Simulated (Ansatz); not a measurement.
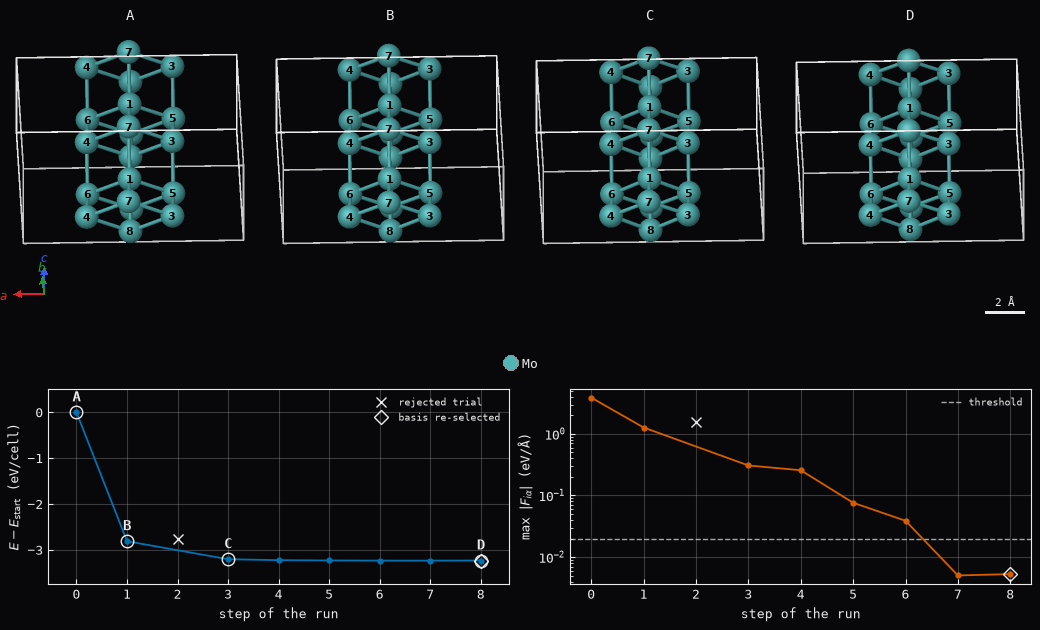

Frames of a relaxation of a wire of composition Mo, marked on the history of the run. A ball-and-stick model of the cell of the calculation, with the vacuum cut short, seen from a free direction.

Case: wire along [1 1 0], 8 atoms a period.

The calculation used DFT PBE, scalar-relativistic, plane waves, PAW in Ansatz 0.2.0.

Input
```yaml
crystal:
  lattice:
    - [13.5, 0.0, 0.0]
    - [0.0, 14.0, 0.0]
    - [0.0, 0.0, 4.4695390374]
  atoms:
    - { symbol: Mo, position: [0.5, 0.5564364529, 0.0] }
    - { symbol: Mo, position: [0.5, 0.3306906413, 0.0] }
    - { symbol: Mo, position: [0.3344615171, 0.5564364529, 0.5] }
    - { symbol: Mo, position: [0.6655384829, 0.5564364529, 0.5] }
    - { symbol: Mo, position: [0.3344615171, 0.4435635471, 0.0] }
    - { symbol: Mo, position: [0.6655384829, 0.4435635471, 0.0] }
    - { symbol: Mo, position: [0.5, 0.6693093587, 0.5] }
    - { symbol: Mo, position: [0.5, 0.4435635471, 0.5] }
basis:
  ecutwfc: 420
kpoints:
  mp_grid: { grid: [1, 1, 8] }
hamiltonian:
  xc: pbe
scf:
  occupations: { method: gaussian, width: 0.05 }
output:
  forces: true
  stress: true
  eigenvalues: true
  populations: true
  write_density: true
  write_potential: true
  elf: true
  volumetric_format: npy
relax:
  adjacent_minimum: "off"
  f_tol: 0.02
  max_steps: 45
  cell: { fix: [a, b, alpha, beta, gamma], stress_tol: 0.03 }
```

Run as
```bash
ansatz run input.yaml --threads 4 --pin off --max-ram 9216MiB --backend cpu --events-out ev --progress --plain --runs-dir out
```

**What happens along the run?**

Over 6 accepted moves (8 points after the start) the energy falls by 3.230 eV per cell of the calculation. Largest force component: 3.9 eV/Å at the start, 0.0053 eV/Å at the end. The line search rejected the trial step at point 2 of the run. At 1 point the geometry stayed and the basis and grid were re-selected for the new cell (energy shift of 2.1 meV per cell of the calculation at most each time). The largest moves relative to the layer's centre, 0.20 Å, are those of Mo3, Mo4, Mo5 and Mo6. Along the periodic axis the drawn cell goes c 4.470 → 4.200 Å (−6.0 %). Near-neighbour distances that change, for instance: Mo2–Mo5 2.737 → 2.485 Å, Mo1–Mo7 2.737 → 2.498 Å, Mo1–Mo3 3.160 → 2.928 Å, Mo1–Mo2 3.160 → 2.998 Å. Bond angles that change, for instance: Mo8–Mo1–Mo8 109.5° → 103.8°, Mo7–Mo1–Mo8 180.0° → 174.7°, Mo5–Mo1–Mo6 109.5° → 104.5°. From step 0 to 1: Mo atoms move most (0.20 Å), energy −2.809 eV per cell of the calculation. From step 1 to 3: Mo atoms move most (0.08 Å), energy −0.393 eV per cell of the calculation. From step 3 to 8: Mo atoms move most (0.03 Å), energy −28.5 meV per cell of the calculation.

Limits of the set-up: the k-point mesh is coarse for a cell with partly filled bands.
